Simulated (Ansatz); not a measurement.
```xyz
6
Lattice="3.5580 0.0000 0.0000 0.0000 3.5580 0.0000 0.0000 0.0000 5.1719" Properties=species:S:1:pos:R:3 pbc="T T T"
Hf    1.7790    1.7790    2.5859
Hf    0.0000    0.0000    0.0000
O     0.0000    1.7790    3.6059
O     1.7790    0.0000    4.1519
O     1.7790    0.0000    1.5660
O     0.0000    1.7790    1.0199
```

Space group P4₂/nmc; a structure from a database of computed crystals, not necessarily the ambient phase; computed pressure about 10 GPa in this cell.

All numbers below come from Ansatz, DFT, PBE, plane-wave PAW, default files, scalar-relativistic, frozen cores.

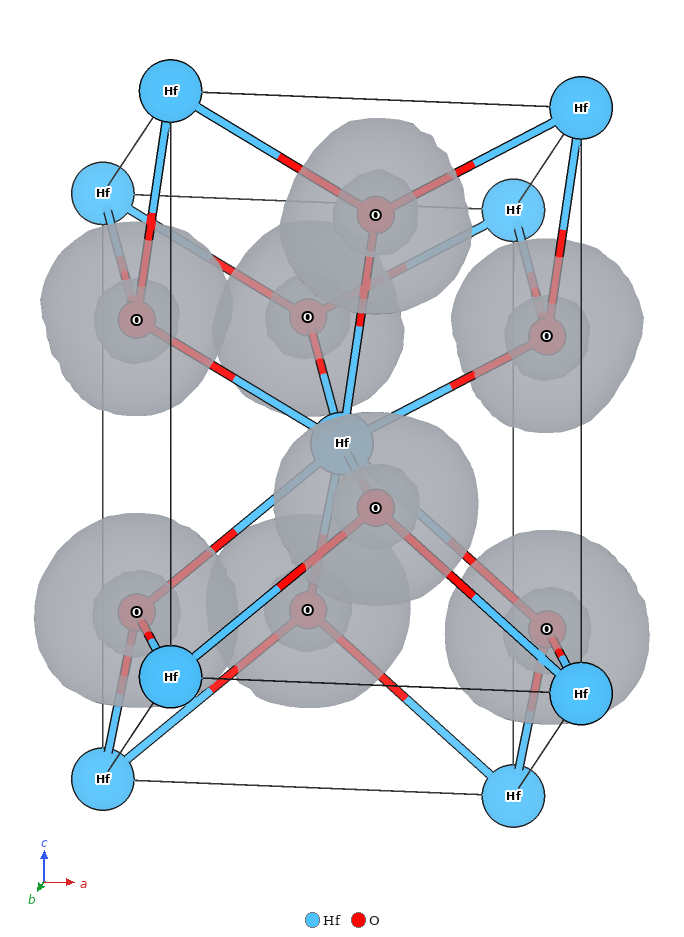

HfO2. Isosurface of the electron localisation function at 0.7 (grey), seen at an oblique angle. Core shells and regions of very low density are left out. Sticks mark near contacts.

**Identify the bonds, lone pairs and shells in this picture.**

The ELF exceeds this value in four regions wrapped around O (the valence shell of each), counted in one cell of 6 atoms. Any copies at cell faces, edges or corners count once. Profiles from the grid: Hf–O (2.05 Å): the ELF peaks at about 0.85 in the valence shell of O, 0.6 Å from its nucleus, and drops to about 0.20 between the two atoms (no localised pair shows between them). Hf–O (2.37 Å): the ELF peaks at about 0.85 in the valence shell of O, 0.6 Å from its nucleus, and drops to about 0.10 between the two atoms; no localised pair shows between them.

**Does the calculation give a band gap?**

It is gapped, with a Kohn–Sham gap of 4.8 eV on the k-point mesh (the band edges may lie off the mesh, which would make the gap smaller).
